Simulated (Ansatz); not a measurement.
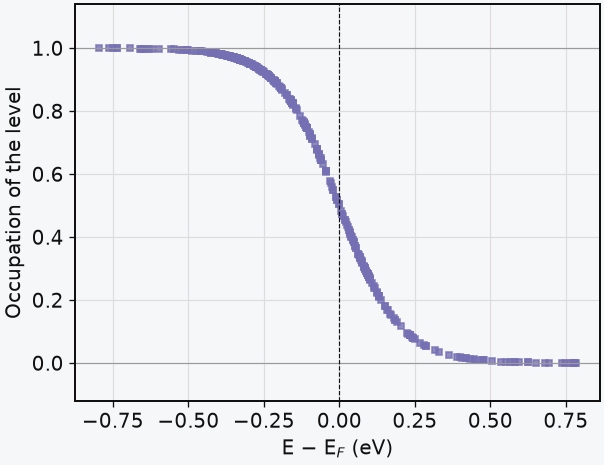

Occupations of the one-electron levels of the k mesh against their energy, from a run on Pm, space group Fm-3m (No. 225), 1 atom in the cell, with Ansatz.

> Which smearing scheme was used (Fermi-Dirac, Gaussian, Methfessel-Paxton or cold), and about what width?

Fermi-Dirac smearing with a width of 0.1 eV. The occupations stay between 0 and 1 and have long exponential tails; the slope at the Fermi level is 1/(4 × width).
